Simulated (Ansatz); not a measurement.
A series of calculations on CuO

## 1. Relaxation

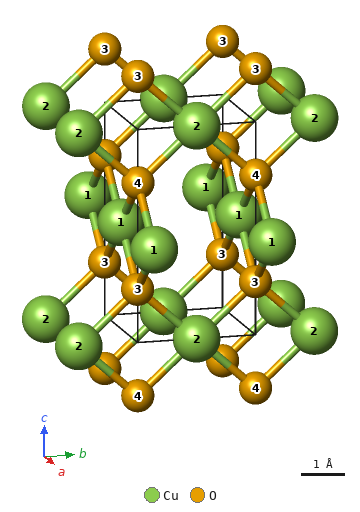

Starting structure of solid CuO (set up in P-1). The picture is a ball-and-stick view of the cell of the calculation, seen slightly off an axis.

Method: DFT PBEsol, scalar-relativistic, plane waves, PAW in Ansatz.

Input
```yaml
crystal:
  lattice:
    - [2.8795009639, 0.0, 0.0]
    - [0.039072758, 2.8792794796, 0.0]
    - [0.0174953863, 0.0172449008, 5.1763391994]
  atoms:
    - { symbol: Cu, position: [0.5, 0.0, 0.5] }
    - { symbol: Cu, position: [0.0, 0.5, 0.0] }
    - { symbol: O, position: [0.00157603, 0.99832822, 0.2501129] }
    - { symbol: O, position: [0.99842397, 0.00167178, 0.7498871] }
basis:
  ecutwfc: 420
kpoints:
  mp_grid: { grid: [14, 14, 8] }
hamiltonian:
  xc: pbesol
scf:
  occupations: { method: gaussian, width: 0.1 }
output:
  forces: true
  stress: true
  eigenvalues: true
relax:
  adjacent_minimum: "off"
  f_tol: 0.005
  max_steps: 80
  cell: { stress_tol: 0.05 }
```

Launched with:
```bash
ansatz run input.yaml --threads 2 --pin off --max-ram 5120MiB --backend cpu --events-out ev --progress --plain --runs-dir out
```

Where does the relaxation end?

Over 4 accepted moves (6 points after the start) the energy falls by 2.3 meV per atom. Largest force component: 0.009 eV/Å at the start, 0.00013 eV/Å at the end. Pressure: −2.05 GPa at the start and 0.00 GPa at the end. The SCF was repeated twice at an unchanged geometry on a basis and grid sized afresh for the cell, which shifted the energy by 0.2 meV per atom at most. The largest moves relative to the cell, 0.006 Å, are those of O3 and O4. O4 goes roughly along [1 −1 0]. Cu stays in place. The volume changes by −0.6 %, with a = b 2.880 → 2.894 Å (+0.5 %), c 5.176 → 5.092 Å (−1.6 %), α 89.8° → 90.0°, β 89.8° → 90.0°, γ 89.2° → 89.8°. Among the contacts that change: Cu1–O3 1.936 → 1.927 Å. Within 0.06 Å the space group is Cccm at the start and P4_2/mmc at the end; at a tighter tolerance small leftover displacements or strains of the cell lower it.

History of the run:

| step | E − E(0), meV/atom | largest force component, eV/Å | pressure, GPa | volume, Å³/atom | note |
| --- | --- | --- | --- | --- | --- |
| 0 | 0.00 | 0.0090 | -2.05 | 10.729 |  |
| 1 | -1.79 | 0.0061 | -1.11 | 10.703 |  |
| 2 | -2.59 | 0.0006 | 0.61 | 10.618 |  |
| 3 | -2.50 | 0.0007 | -0.01 | 10.664 |  |
| 4 | -2.28 | 0.0006 | -0.04 | 10.664 | same geometry, new basis |
| 5 | -2.29 | 0.0002 | 0.00 | 10.663 |  |
| 6 | -2.28 | 0.0001 | 0.00 | 10.663 | same geometry, new basis |

After the run, drawn alike:

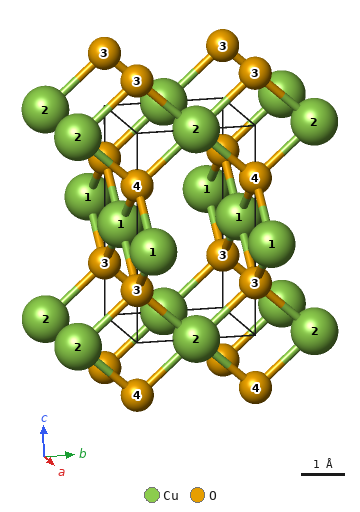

## 2. Scan

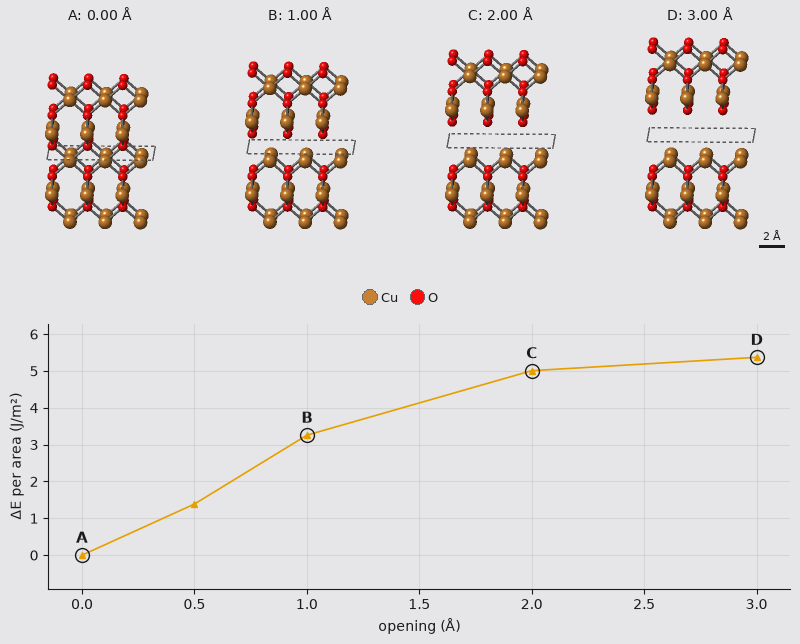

A scan of crystalline CuO (C2/c): the crystal is pulled apart rigidly along the normal of the (0 0 −1) plane of the conventional cell, at a cut between a plane of Cu below and one of O above, 1.27 Å apart. One cut stands in each cell, which starts 10.2 Å high; nothing is relaxed, and the dashed outline marks the cut. The lettered frames are marked on the plot. Style: ball-and-stick. Shown: the layers on both sides of the cut, from the side, nearly along the cut plane.

The calculation used DFT PBEsol, scalar-relativistic, plane waves, PAW in Ansatz 0.2.0. (plane-wave cutoff 420 eV; k-point mesh 16 × 16 × 5; occupations gaussian; smearing width 0.15 eV; no spin polarisation). Energies (free energies at the smearing named) are counted from the relaxed crystal.

> Read off the main features of the energy profile.

At the widest opening, 3.00 Å, the energy has risen by 5.37 J/m², and it is still rising, so the work of separation is somewhat larger. The steepest rise lies between 0.50 Å and 1.00 Å, with a mean traction of about 37 GPa.

## 3. Scan

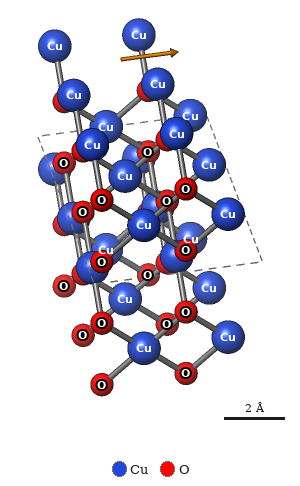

Energy scan for solid CuO (C2/c), in which the crystal above a cut along the (0 0 −1) plane of the conventional cell (between a plane of Cu below and one of O above, 1.27 Å apart) is slid rigidly by fractions of an in-plane lattice vector 2.89 Å long (a generalised stacking fault). One cut stands in each cell, which starts 10.2 Å high; nothing is relaxed, and the dashed outline marks the cut, the arrow on top the direction of slip. The picture shows the perfect crystal around the cut (dashed). Style: ball-and-stick. Shown: the layers on both sides of the cut, obliquely from above.

Method: DFT PBEsol, scalar-relativistic, plane waves, PAW in Ansatz 0.2.0. Set-up: plane-wave cutoff 420 eV; k-point mesh 16 × 16 × 5; occupations gaussian; smearing width 0.15 eV; no spin polarisation. Energies (free energies at the smearing named) are counted from the relaxed crystal.

```
Cu O
1.0
    -2.89402    0.01546    0.00397
    -0.02381   -2.89393    0.00395
     0.02069    0.02047   10.18478
Cu O
4 4
Direct
  0.50000 0.00000 0.25000
  0.50000 0.00000 0.75000
  0.00000 0.50000 0.00000
  0.00000 0.50000 0.50000
  0.99974 0.00026 0.12500
  0.99974 0.00026 0.62500
  0.00026 0.99974 0.37500
  0.00026 0.99974 0.87500
```

Q: What energies does the calculation give (the slip: 0.00, 0.20, 0.40, 0.60, 1.00)?

A:
| slip (fraction of the lattice vector) | γ (mJ/m²) |
| --- | --- |
| 0.00 | 0 |
| 0.20 | 422 |
| 0.40 | 1356 |
| 0.60 | 1358 |
| 1.00 | 0 |

Points that are alike by symmetry were computed once.

The curve starts and ends at zero, since a full lattice vector restores the crystal. Its highest computed point is 1358 mJ/m² at slip 0.60. The points are too sparse to place its extrema closely. Relaxation across the fault would lower the values.
